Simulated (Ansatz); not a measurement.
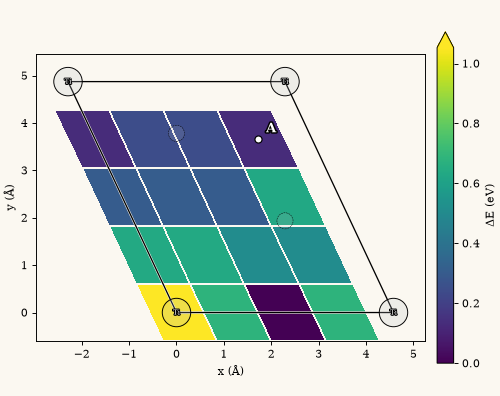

H on a Ti(101) slab cut from the P6/mmm phase, its upper half relaxed before the scan (9 atoms of substrate and one adsorbate in a 1 × 1 cell). H is moved over the surface cell; relaxed at each place: the height of the adsorbate's atoms; substrate rigid; the origin of the map has the adsorbate above Ti9. Places are given modulo a cell vector. The map is drawn in real space over the plane of the surface. The grid has 4 × 4 points. Energies: eV, counted from the lowest grid point. With one adsorbate in each 1 × 1 cell, its nearest image is 4.6 Å away, so neighbouring adsorbates interact. All numbers below come from DFT PBE, scalar-relativistic, plane waves, PAW in Ansatz 0.2.0. Settings: cutoff 420 eV, k-mesh 7×6×1, gaussian smearing 0.1 eV, no spin polarisation.

The picture shows one coloured cell a grid point, labelled circles for the atoms of the top layer and small ones for the second layer, the outline of one cell of the plane, one colour for all values above the top of the scale, the point A.

Question: Which way does the force act at A, and how strong is it?

Answer: A, at (3/4, 3/4) of the cell vectors, is not a stationary point. The computed force is 1.5 eV/Å in the plane, pointing down in the picture (components −0.5 and −1.4 eV/Å).

PAW datasets: the set soft_1.
